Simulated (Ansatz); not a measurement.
Cell and atoms:

```cif
data_structure
_symmetry_space_group_name_H-M 'P 1'
_symmetry_Int_Tables_number 1
_cell_length_a 3.1214
_cell_length_b 3.1214
_cell_length_c 16.5462
_cell_angle_alpha 90.000
_cell_angle_beta 90.000
_cell_angle_gamma 90.000
_cell_volume 161.21
loop_
_atom_site_label
_atom_site_type_symbol
_atom_site_fract_x
_atom_site_fract_y
_atom_site_fract_z
_atom_site_occupancy
Al1 Al 0.00000 0.50000 0.45371 1
Al2 Al 0.50000 0.00000 0.19918 1
Al3 Al 0.00000 0.50000 0.96278 1
Al4 Al 0.50000 0.00000 0.70825 1
Al5 Al 0.50000 0.00000 0.03722 1
Al6 Al 0.00000 0.50000 0.80082 1
Al7 Al 0.50000 0.00000 0.54629 1
Al8 Al 0.00000 0.50000 0.29175 1
Ru1 Ru 0.50000 0.00000 0.37273 1
Ru2 Ru 0.00000 0.50000 0.11820 1
Ru3 Ru 0.50000 0.00000 0.88180 1
Ru4 Ru 0.00000 0.50000 0.62727 1
```

### Give a crystallographic description of this input.

The stoichiometry is Al$_{2}$Ru. Symmetry: P4/nmm (No. 129), primitive tetragonal lattice. There are 12 atoms in the cell: 8 Al, 4 Ru.

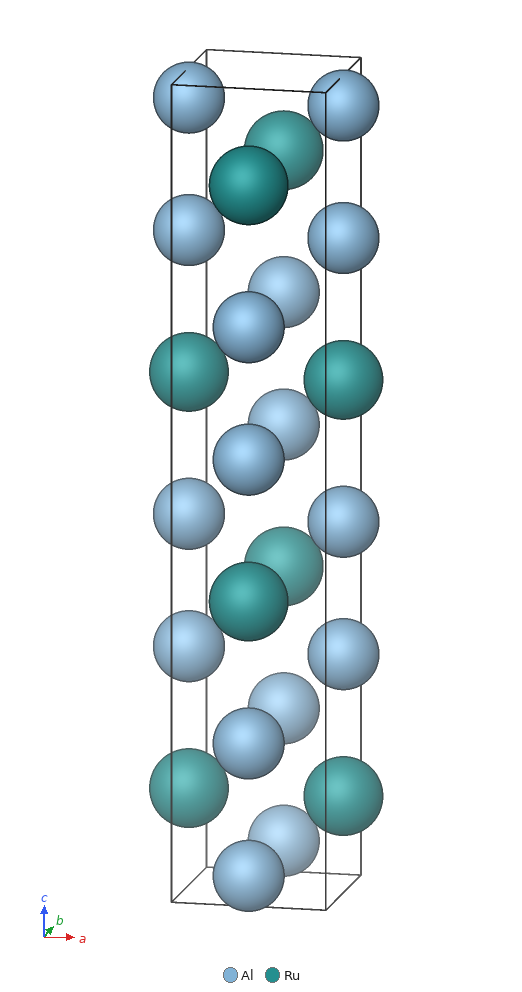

A spheres-only rendering, viewed slightly off an axis. The lines enclose the conventional unit cell; boundary atoms appear with their images.

Its origin is a structure listed in the Materials Project. The cell was then strained or its atoms displaced on purpose. It went into a calculation with Ansatz.

At this level of theory the run's own cell isn't at rest (forces up to 1.5 eV/Å), so its distances can differ from those at equilibrium, the more so the softer the solid.
